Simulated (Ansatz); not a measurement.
# CsCl (Pm-3m): the equilibrium volume

Aim: the volume at which the pressure of CsCl (Pm-3m) vanishes.

Program: Ansatz 0.2.0. Level of theory: DFT PBE, scalar-relativistic, plane waves, PAW. These are calculated values, not measurements.

### 1 The starting structure

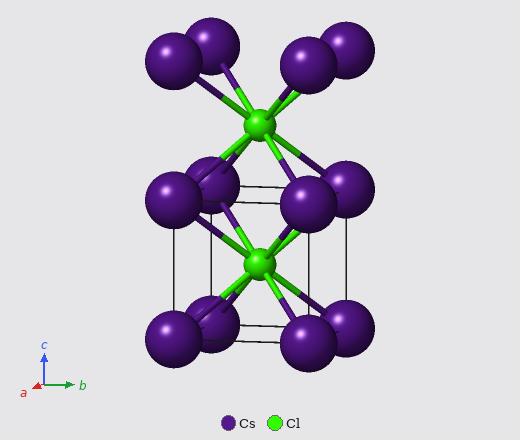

The starting structure, seen slightly off an axis (caesium purple, chlorine green). 1×1×2 cells are drawn. Atoms on the faces are drawn again on the opposite ones.

Structure file:

```cif
data_structure
_symmetry_space_group_name_H-M 'Pm-3m'
_symmetry_Int_Tables_number 221
_cell_length_a 4.1367
_cell_length_b 4.1367
_cell_length_c 4.1367
_cell_angle_alpha 90.000
_cell_angle_beta 90.000
_cell_angle_gamma 90.000
_cell_volume 70.79
loop_
_atom_site_label
_atom_site_type_symbol
_atom_site_symmetry_multiplicity
_atom_site_Wyckoff_symbol
_atom_site_fract_x
_atom_site_fract_y
_atom_site_fract_z
_atom_site_occupancy
Cs1 Cs 1 a 0.00000 0.00000 0.00000 1
Cl1 Cl 1 b 0.50000 0.50000 0.50000 1
```

### 2 At the starting volume

File input.yaml:

```yaml
crystal:
  lattice:
    - [4.1366966619, 0.0, 0.0]
    - [0.0, 4.1366966619, 0.0]
    - [0.0, 0.0, 4.1366966619]
  atoms:
    - { symbol: Cs, position: [0.0, 0.0, 0.0] }
    - { symbol: Cl, position: [0.5, 0.5, 0.5] }
basis:
  ecutwfc: 420
  ecutrho_ratio: 4
kpoints:
  mp_grid: { grid: [8, 8, 8] }
hamiltonian:
  xc: pbe
scf:
  occupations: { method: gaussian, width: 0.05 }
output:
  forces: true
  stress: true
  eigenvalues: true
```

The run is started by

```sh
$ ansatz run input.yaml --threads 8 --pin off --max-ram 15360MiB --backend cpu --events-out ev --progress --plain --runs-dir out
```

What it wrote:

```text
Warning: RAYON_NUM_THREADS=8 ignored (pool sized by the plan → 8); use --threads N
Engine: ansatz 0.2.0, aarch64-unknown-linux-gnu
Pseudopotentials: kind: paw
Pseudopotential: Cs, paw, valence charge 9, recommended cutoff 420 eV (normal), Cs.paw.azcp
Pseudopotential: Cl, paw, valence charge 7, recommended cutoff 420 eV (normal), Cl.paw.azcp
Functional definition: PBE
  parameter kappa = 0.804
  parameter beta = 0.06672455060314922
  exchange = pbe_x(kappa = kappa, mu = beta*pi^2/3)
  correlation = pbe_c(beta = beta)
Crystal: 2 atoms, lattice volume = 70.788 Å³
Basis set: ecut = 420 eV, 1357 PW (Γ), exchange–correlation on 60×60×60 points (8 copies of the dense FFT grid, shifted against one another)
Bands: 12, of which v1, the nominal top of the filled ones, is band 8 counted from 1 (7 counted from 0)
Symmetry: 48 space group operations
Space group: Pm-3m (ITA 221), of the structure as read, at distance tolerance 4.1e-5 Å
k-points: 35 of 512
Non-local potential: Cs, projectors of the file, l = 0: 3, l = 1: 2, l = 2: 2, l = 3: 2
Non-local potential: Cl, projectors of the file, l = 0: 2, l = 1: 2, l = 2: 2
PAW form: soft (Blöchl's): semilocal exchange-correlation on the pseudo side does not see the compensation charge
PAW one-centre angular grid: Cs, 194 points (default); XC on 64 Gauss nodes
PAW one-centre angular grid: Cl, 110 points (default); XC on 64 Gauss nodes
Initial density: superposition of atomic densities (neutral atoms: chi_scale 0, normalization atom), corrected by the library's trained network
Initial wavefunctions: pseudopotential atomic-orbital guess
Functional: x = pbe(κ = 0.804, μ = 0.2195149727645171), c = pbe(β = 0.06672455060314922)
SCF iter   1: F=—  HF=-6754.124809 eV  |F-HF|=—  |Δ(HF+E_count)|=         —  Δρ=2.65e-4  dr2=5.67e-5  ethr=1.77e-3  ⟨swp⟩=7.9  Hψ=2901  notcnv=0
preconditioner: auto → none  [insulator: Δε(μ)=5.232 eV  Ē_g=12.115 eV  σ=0.050 eV  W_gap=1.00  n_scr=6 (ndim 8)  ℏωp=16.5 eV  f_vac=0.000  D(μ)=0.00/eV (n_scr^D=0)  ε∞_Penn≈2.9]
SCF iter   2: F=—  HF=-6754.125201 eV  |F-HF|=—  |Δ(HF+E_count)|=   3.92e-4  Δρ=1.63e-4  dr2=2.26e-5  ethr=3.54e-7  ⟨swp⟩=3.2  Hψ=1106  notcnv=0
SCF iter   3: F=—  HF=-6754.125280 eV  |F-HF|=—  |Δ(HF+E_count)|=   7.90e-5  Δρ=1.54e-4  dr2=2.79e-5  ethr=1.41e-7  ⟨swp⟩=2.0  Hψ=669  notcnv=0
SCF iter   4: F=—  HF=-6754.125270 eV  |F-HF|=—  |Δ(HF+E_count)|=   1.05e-5  Δρ=3.38e-5  dr2=8.79e-7  ethr=1.41e-7  ⟨swp⟩=2.0  Hψ=538  notcnv=0
SCF iter   5: F=—  HF=-6754.125270 eV  |F-HF|=—  |Δ(HF+E_count)|=   9.07e-7  Δρ=1.03e-5  dr2=1.52e-7  ethr=5.49e-9  ⟨swp⟩=2.0  Hψ=665  notcnv=0
SCF iter   6: F=-6754.125270 eV  HF=-6754.125270 eV  |F-HF|=7.22e-9  |Δ(HF+E_count)|=   1.40e-8  Δρ=2.75e-6  dr2=1.14e-8  ethr=6.25e-10  ⟨swp⟩=4.8  Hψ=1777  notcnv=0
SCF 1 converged in 6 iterations: F = -6754.125270 eV  dr2 = 1.14e-8
SCF converged after 6 iterations
Free energy (F): -6754.125270 eV
Harris-Foulkes:  -6754.125270 eV  (|F-HF|=7.22e-9)
Internal energy: -6754.125270 eV  (E = F + TS)
E sigma→0 (E₀):  -6754.125270 eV
Fermi energy:    5.542252 eV
--- Per-component energies (eV) ---
  E_band       = -55.467572
  E_kinetic    = 304.568437
  E_local      = -430.534945  (includes V_loc(G=0)·N_el)
  E_nonlocal   = 58.551951
  E_hartree    = 139.817907
  E_xc         = -282.681749
  E_vxc        = -250.095851  (∫ρ·V_xc dr)
  E_paw        = -5726.009991  (= ΣΔE_a)
  E_vpaw       = -17.594578  (= ΣTr[D̂ρ^β])
  E_aug_tail   = 0.000089  (compensation charges beyond the density's cutoff)
  E_ewald      = -817.836969
  E_smearing   = -0.000000  (= −TS)
  E_closure    = 0.000000  (closes the sum)
  Σ components = -6754.125270   (vs F -6754.125270, Δ=0.00e0)
--- Forces (eV/Å), atoms counted from 1 ---
  atom   1  Cs     0.00000000     0.00000000     0.00000000
  atom   2  Cl     0.00000000    -0.00000000     0.00000000
  max |Σ_I F_I| component: 3.42e-30 eV/Å
--- Stress (GPa, compression-positive) ---
        0.814990       0.000000       0.000000
        0.000000       0.814990       0.000000
        0.000000       0.000000       0.814990
  P = ⅓ Tr σ = 0.8150 GPa (8.150 kbar)
--- Band table (eV; the first three rows and the last of 35) ---
  k-point 0: bands = ["-16.4446", "-9.2337", "-2.9428", "-2.9428", "-2.9428", "2.9287", "2.9287", "2.9287", "8.1553", "8.3406", "8.3406", "12.9220"]
  k-point 1: bands = ["-16.4333", "-9.2389", "-3.0287", "-2.9234", "-2.9234", "2.7237", "2.8974", "2.8974", "8.4429", "8.5149", "8.7091", "12.7746"]
  k-point 2: bands = ["-16.4056", "-9.2528", "-3.2215", "-2.8756", "-2.8756", "2.2943", "2.8199", "2.8199", "8.7321", "9.3059", "9.7593", "12.5371"]
  k-point 34: bands = ["-16.2351", "-9.0712", "-3.4628", "-3.4628", "-3.4628", "1.8639", "1.8639", "1.8639", "11.3903", "11.3903", "11.3903", "13.3211"]
```

Run time: 0.88 s. Hardware: 8 threads of Arm Neoverse V2, shared host; peak memory 0.38 GiB.

Read off: volume 35.394 Å³/atom, pressure 0.81 GPa, gap on the mesh 5.23 eV.

### 3 Stepping to 35.586 Å³/atom

input.yaml, as its differences from that of step 2:

```diff
@@ -2,5 +2,5 @@
   lattice:
-    - [4.1366966619, 0.0, 0.0]
-    - [0.0, 4.1366966619, 0.0]
-    - [0.0, 0.0, 4.1366966619]
+    - [4.1441750563, 0.0, 0.0]
+    - [0.0, 4.1441750563, 0.0]
+    - [0.0, 0.0, 4.1441750563]
   atoms:
```

The run is started by

```sh
$ ansatz run input.yaml --threads 8 --pin off --max-ram 15360MiB --backend cpu --events-out ev --progress --plain --runs-dir out
```

What it wrote, shortened:

```text
Warning: RAYON_NUM_THREADS=8 ignored (pool sized by the plan → 8); use --threads N
[...]
[... 4 set-up lines as earlier in the session ...]
[...]
Crystal: 2 atoms, lattice volume = 71.173 Å³
Basis set: ecut = 420 eV, 1357 PW (Γ), exchange–correlation on 60×60×60 points (8 copies of the dense FFT grid, shifted against one another)
Bands: 12, of which v1, the nominal top of the filled ones, is band 8 counted from 1 (7 counted from 0)
[... 2 set-up lines as earlier in the session ...]
k-points: 35 of 512
[...]
SCF iter   1: F=—  HF=-6754.126615 eV  |F-HF|=—  |Δ(HF+E_count)|=         —  Δρ=2.51e-4  dr2=4.98e-5  ethr=1.77e-3  ⟨swp⟩=7.8  Hψ=2895  notcnv=0
[...]
SCF iter   6: F=-6754.127108 eV  HF=-6754.127108 eV  |F-HF|=2.73e-12  |Δ(HF+E_count)|=   1.45e-9  Δρ=1.24e-7  dr2=1.16e-11  ethr=9.37e-11  ⟨swp⟩=2.3  Hψ=1593  notcnv=0
[...]
SCF converged after 6 iterations
Free energy (F): -6754.127108 eV
[...]
E sigma→0 (E₀):  -6754.127108 eV
Fermi energy:    5.484206 eV
[...]
--- Forces (eV/Å), atoms counted from 1 ---
  atom   1  Cs    -0.00000000     0.00000000     0.00000000
  atom   2  Cl     0.00000000    -0.00000000     0.00000000
[...]
--- Stress (GPa, compression-positive) ---
        0.716520       0.000000       0.000000
       -0.000000       0.716520       0.000000
       -0.000000       0.000000       0.716520
  P = ⅓ Tr σ = 0.7165 GPa (7.165 kbar)
--- Band table (eV; the first three rows and the last of 35) ---
  k-point 0: bands = ["-16.4980", "-9.2723", "-2.9997", "-2.9997", "-2.9997", "2.8829", "2.8829", "2.8829", "8.0850", "8.2992", "8.2992", "12.8568"]
[...]
```

Run time: 0.4 s. Hardware: 8 threads of Arm Neoverse V2, shared host; peak memory 0.38 GiB.

Read off: volume 35.586 Å³/atom, pressure 0.72 GPa, mesh gap 5.20 eV.

### 4 Stepping to 37.187 Å³/atom

input.yaml, as its differences from that of step 3:

```diff
@@ -2,5 +2,5 @@
   lattice:
-    - [4.1441750563, 0.0, 0.0]
-    - [0.0, 4.1441750563, 0.0]
-    - [0.0, 0.0, 4.1441750563]
+    - [4.2053960488, 0.0, 0.0]
+    - [0.0, 4.2053960488, 0.0]
+    - [0.0, 0.0, 4.2053960488]
   atoms:
```

The run is started by

```sh
$ ansatz run input.yaml --threads 8 --pin off --max-ram 15360MiB --backend cpu --events-out ev --progress --plain --runs-dir out
```

What it wrote, shortened:

```text
Warning: RAYON_NUM_THREADS=8 ignored (pool sized by the plan → 8); use --threads N
[...]
[... 4 set-up lines as earlier in the session ...]
[...]
Crystal: 2 atoms, lattice volume = 74.374 Å³
Basis set: ecut = 420 eV, 1419 PW (Γ), exchange–correlation on 60×60×60 points (8 copies of the dense FFT grid, shifted against one another)
Bands: 12, of which v1, the nominal top of the filled ones, is band 8 counted from 1 (7 counted from 0)
[... 1 set-up line as earlier in the session ...]
Space group: Pm-3m (ITA 221), of the structure as read, at distance tolerance 4.2e-5 Å
k-points: 35 of 512
[...]
SCF iter   1: F=—  HF=-6754.133416 eV  |F-HF|=—  |Δ(HF+E_count)|=         —  Δρ=2.52e-4  dr2=5.69e-5  ethr=1.77e-3  ⟨swp⟩=8.1  Hψ=2977  notcnv=0
[...]
SCF iter   6: F=-6754.134029 eV  HF=-6754.134029 eV  |F-HF|=1.98e-10  |Δ(HF+E_count)|=   1.31e-9  Δρ=4.66e-7  dr2=2.62e-10  ethr=8.74e-11  ⟨swp⟩=2.3  Hψ=1566  notcnv=0
[...]
SCF converged after 6 iterations
Free energy (F): -6754.134029 eV
[...]
E sigma→0 (E₀):  -6754.134029 eV
Fermi energy:    5.029659 eV
[...]
--- Forces (eV/Å), atoms counted from 1 ---
  atom   1  Cs    -0.00000000     0.00000000     0.00000000
  atom   2  Cl     0.00000000    -0.00000000     0.00000000
[...]
--- Stress (GPa, compression-positive) ---
        0.007266       0.000000       0.000000
       -0.000000       0.007266       0.000000
        0.000000       0.000000       0.007266
  P = ⅓ Tr σ = 0.0073 GPa (0.073 kbar)
--- Band table (eV; the first three rows and the last of 35) ---
  k-point 0: bands = ["-16.9252", "-9.5748", "-3.4543", "-3.4543", "-3.4543", "2.5248", "2.5248", "2.5248", "7.5340", "7.9700", "7.9700", "12.3366"]
[...]
```

Wall time 0.41 s (8 threads of Arm Neoverse V2, shared host); peak memory 0.39 GiB.

Result: volume 37.187 Å³/atom, pressure 0.01 GPa, gap on the mesh 5.01 eV.

### 5 The way to zero pressure

| step | level | mesh | relaxed | volume (Å³/atom) | pressure (GPa) |
| --- | --- | --- | --- | --- | --- |
| 2 | PBE | 8×8×8 | nothing | 35.394 | 0.81 |
| 3 | PBE | 8×8×8 | nothing | 35.586 | 0.72 |
| 4 | PBE | 8×8×8 | nothing | 37.187 | 0.01 |

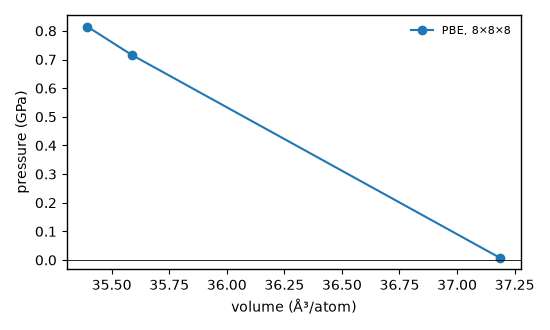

Pressure against volume, run by run.

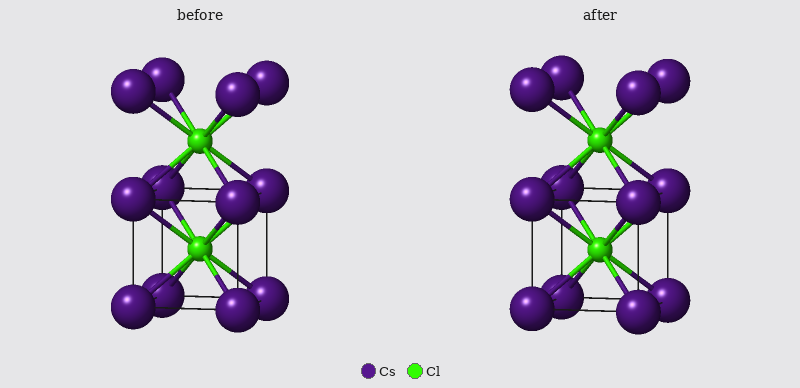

Before and after, drawn at the same scale.

The cell before and after:

| cell as typed | before | after | change |
| --- | --- | --- | --- |
| a (Å) | 4.137 | 4.205 | +1.7 % |
| b (Å) | 4.137 | 4.205 | +1.7 % |
| c (Å) | 4.137 | 4.205 | +1.7 % |
| volume (Å³/atom) | 35.394 | 37.187 | +5.1 % |
| shortest distance (Å) | 3.582 | 3.642 | +1.7 % |
| space group | Pm-3m | Pm-3m | same |

### 6 Outcome

| quantity | value |
| --- | --- |
| volume | 37.187 Å³/atom |
| pressure | 0.01 GPa |
| conventional cell | a = 4.205 Å, b = 4.205 Å, c = 4.205 Å, α = 90.00°, β = 90.00°, γ = 90.00° |
| gap on the mesh | 5.01 eV |

What this shows: From the first run shown, the volume went from 35.39 to 37.19 Å³/atom (+5.1 %) in 3 runs, where the pressure is zero within 0.01 GPa.

These are semilocal Kohn-Sham gaps, which aren't the measured quantity. Such gaps usually fall short of the measured ones.
